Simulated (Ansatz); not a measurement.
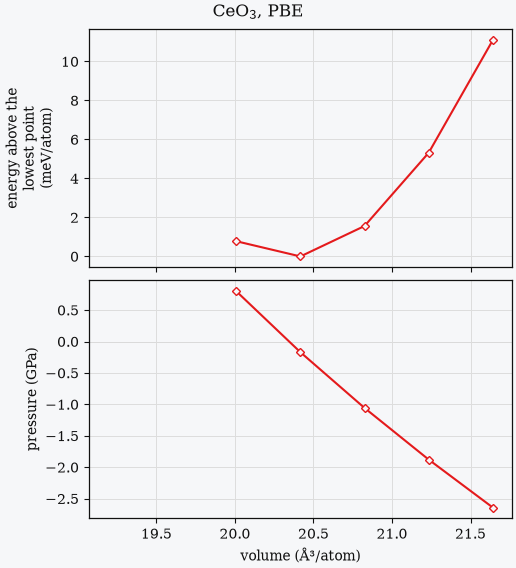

The picture above shows the energy above the lowest point and pressure against volume for CeO₃, space group Pm-3m (No. 221) (one of a set of cubic test structures, which need not be the stable phase).

Computed with Ansatz 0.2.0 development build: equation of state of a cubic crystal from periodic Kohn-Sham density functional theory without spin, third-order Birch-Murnaghan fit to the free energies; pressure corrected for the finite basis. Level: PBE.

- structure type: ReO3
- atoms in cell: 4
- space group number: 221
- lattice centring: simple cubic
- k mesh: 9×9×9
- occupation method: Fermi–Dirac
- occupation width: 0.06123 eV
- wave cutoff: 420 eV
- datasets: soft-1 PAW
- density tolerance: 1e−07 eV
- bands: 25
- density cutoff ratio: 4
- search for lower states: default

The points at volume 19.19 Å³/atom and 19.60 Å³/atom are left out of the plot. What values does the calculation give there?

| volume (Å³/atom) | energy above the lowest point (meV/atom) | pressure (GPa) |
| --- | --- | --- |
| 19.19 | 10.4 | 3.077 |
| 19.60 | 4.2 | 1.869 |

Keep in mind: cubic model structure, not the ambient form; modest k-mesh, values are not fully converged in k; no spin polarisation, a magnetic state may lie lower.
